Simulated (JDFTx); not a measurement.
## Au: 7 runs along one coordinate

System: Au (Im-3m, 1 atom in the cell).
Method: Kohn-Sham DFT of a periodic cell, PBE, PseudoDojo-SR-PBE-0.5-standard, no spin polarisation (JDFTx 1.7.0 (patched build)).

The 7 runs differ only in the geometry, by an even scaling of the cell at fixed fractional positions. The structure derives from a Materials Project entry.

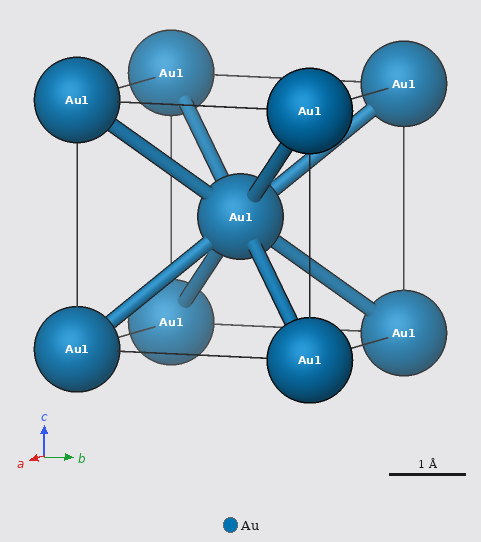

Figure 1. The structure of run 4 (ball-and-stick view of the cell 2 times as large as that of the calculation, set on its symmetry axes, seen slightly off an axis; atoms are numbered from 1 in the order of the input).

**Input of run 4**
```
lattice \
   -3.1317845248     3.1317845248     3.1317845248 \
    3.1317845248    -3.1317845248     3.1317845248 \
    3.1317845248     3.1317845248    -3.1317845248
coords-type Lattice
ion Au     0.0000000000     0.0000000000     0.0000000000 1

ion-species pseudo/Au.upf
elec-cutoff 38
elec-ex-corr gga-PBE
kpoint-folding 11 11 11
elec-smearing Fermi 0.0018374661
elec-n-bands 15
electronic-SCF nIterations 100 energyDiffThreshold 1e-09
electronic-minimize nIterations 30 energyDiffThreshold 1e-7
forces-output-coords Cartesian

dump-name run.$VAR
dump End Ecomponents EigStats BandEigs Kpoints Forces Stress
```

Command:
```bash
jdftx -c 1 -i Au.in -o Au.out
```

Lattice vectors (Å) and fractional positions of run 4:
```
  -1.657269    1.657269    1.657269
   1.657269   -1.657269    1.657269
   1.657269    1.657269   -1.657269
Au  0.000000  0.000000  0.000000
```

Run 6 differs from it as follows:
```diff
-   -3.1317845248     3.1317845248     3.1317845248 \
-    3.1317845248    -3.1317845248     3.1317845248 \
-    3.1317845248     3.1317845248    -3.1317845248
+   -3.1729969421     3.1729969421     3.1729969421 \
+    3.1729969421    -3.1729969421     3.1729969421 \
+    3.1729969421     3.1729969421    -3.1729969421
```

**Results, with one run withheld**

```csv
run,volume per atom (Å³),"free energy per atom, from the lowest run given (meV)",pressure (GPa)
1,17.115,21.73,8.24
2,17.479,7.16,4.63
3,17.843,0.25,1.49
4,18.207,0.00,−1.25
5,18.571,5.57,−3.63
6,18.935,?,?
7,19.299,31.35,−7.56
```

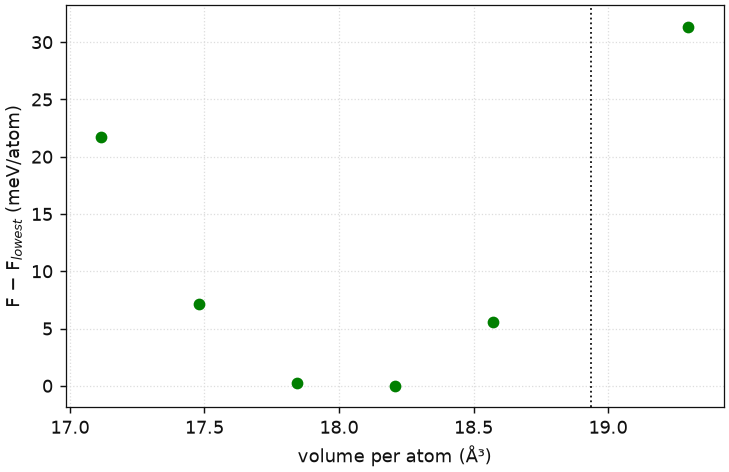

Figure 2. Free energy per atom of the runs given; the dotted line marks run 6.

Estimate the energy of run 6 from the others.

A cubic polynomial in V^(−2/3) (the Birch–Murnaghan form), fitted to the 6 runs given, misses them by at most 0.01 meV per atom. With x = V^(−2/3) − 0.14526 Å⁻², it reads F = −0.64804 − 217.84 x + 8.0833e+05 x² + 4.7371e+06 x³ (meV per atom). At run 6 it gives 16.24 meV per atom, and the run itself gives 16.23. The slope of the fit gives a pressure −dF/dV of −5.72 GPa there, and the run prints −5.73 GPa. The fit has its minimum at 18.038 Å³ per atom, where V d²F/dV² gives 135 GPa: the bulk modulus at this level, since symmetry fixes the shape and the positions.

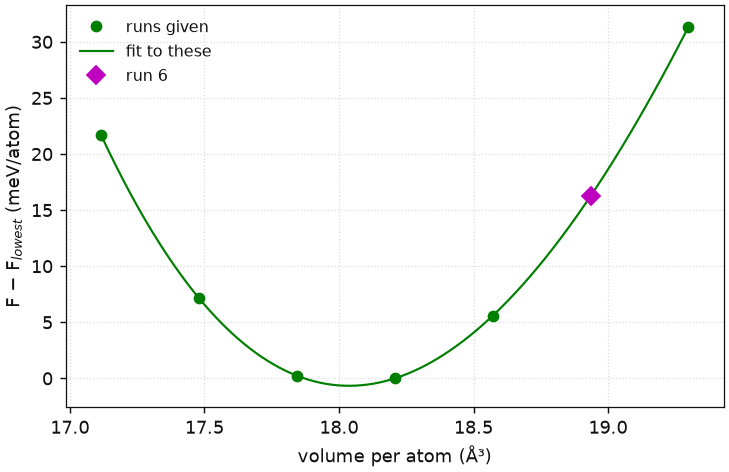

Figure 3. The fit and the withheld run.

**Some lines of the output (run 6)**
```
[...]
unit cell volume = 127.782
     Etot =     -137.8940455493032005
        F =     -137.8942471887333170
	HOMO-LUMO gap: +0.000359
	Optical gap  : +0.055682 at state 30 ( [ +0.090909 +0.454545 -0.454545 ] spin 0 )
```

Notes: Spin–orbit coupling is left out, which matters for Au.
